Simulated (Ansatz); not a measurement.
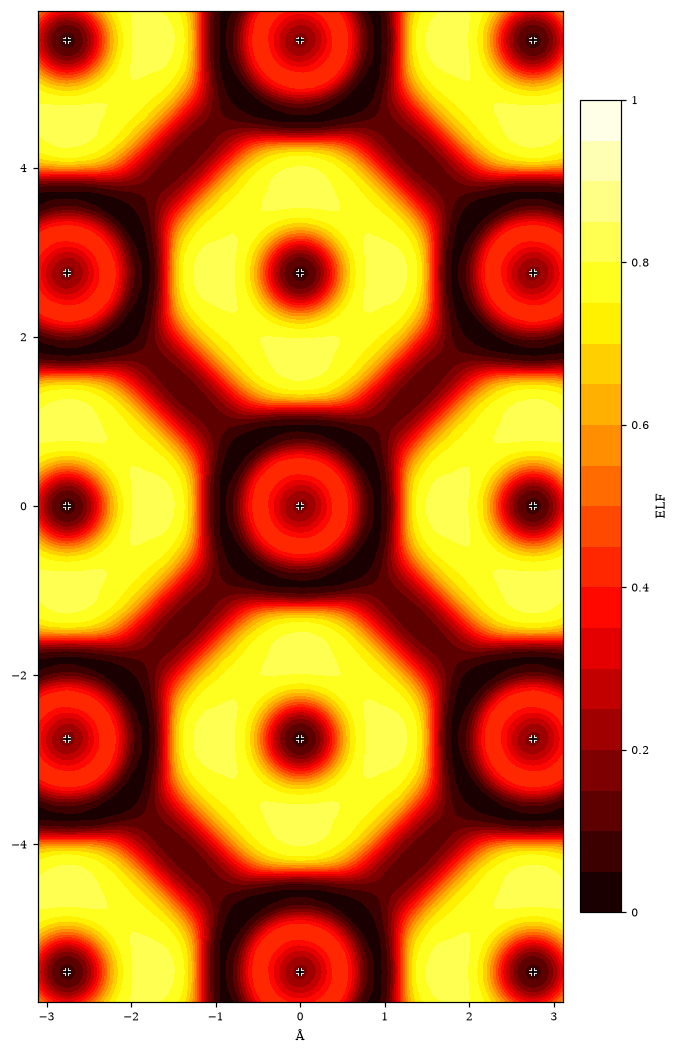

The ELF on a plane through atoms (crosses mark nuclei in the plane).

Method: DFT PBE, scalar-relativistic, plane waves, PAW in Ansatz.

Candidates:
A. MgSe, a = 5.51 Å, b = 5.51 Å, c = 5.51 Å, α = 90.00°, β = 90.00°, γ = 90.00°. Space group Fm-3m; a structure from a database of computed crystals, not necessarily the ambient phase.
B. Hf, a = 4.49 Å, b = 4.49 Å, c = 4.49 Å, α = 90.00°, β = 90.00°, γ = 90.00°. Space group Fm-3m.

Which candidate gave the map?

Answer. Candidate A: MgSe on the (010) plane of the conventional cell, which holds Mg and Se. Mg–Se (2.75 Å): the ELF is about 0.75 at the midpoint: a closed-shell, largely ionic contact.
